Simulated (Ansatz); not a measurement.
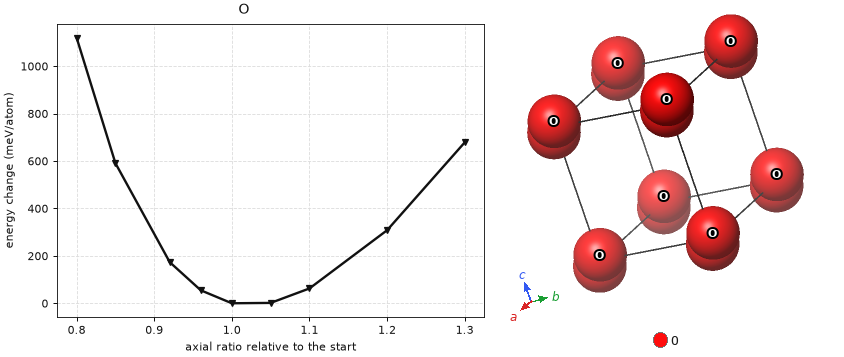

Plotted: energy change against relative axial ratio for O, space group R-3m (No. 166). The cell is drawn beside the plot.

The given structure:
```xyz
2
Lattice="1.4233 0.8218 3.4083 -1.4233 0.8218 3.4083 0.0000 -1.6435 3.4083" Properties=species:S:1:pos:R:3 pbc="T T T"
O     0.0000    0.0000    0.5900
O     0.0000    0.0000    9.6349
```

Computed with Ansatz 0.2.0: deformation of a crystal at fixed volume, lengths along the axis scaled against those across it, fractional coordinates fixed, by plane-wave density functional theory with PAW datasets, free energies less that of the undisturbed cell; scalar-relativistic. Level: r2SCAN, collinear spin.

wave cutoff 500 eV; k mesh 12×12×12; occupations Gaussian; smearing width 0.05 eV; k shift (0, 0, 0) (mesh steps); start as given; path axial; axis direction (0, 0, 1) (Cartesian unit vector).

At which relative axial ratio is the energy change least?

The lowest computed point is at relative axial ratio 1.00 (0 meV/atom).

Note: gap closes along the scan on a mesh chosen for the insulator; reference crystal is not relaxed; state may not be the lowest; shape and atomic fractions are frozen while scaling, which makes layered, chain and framework solids too stiff.
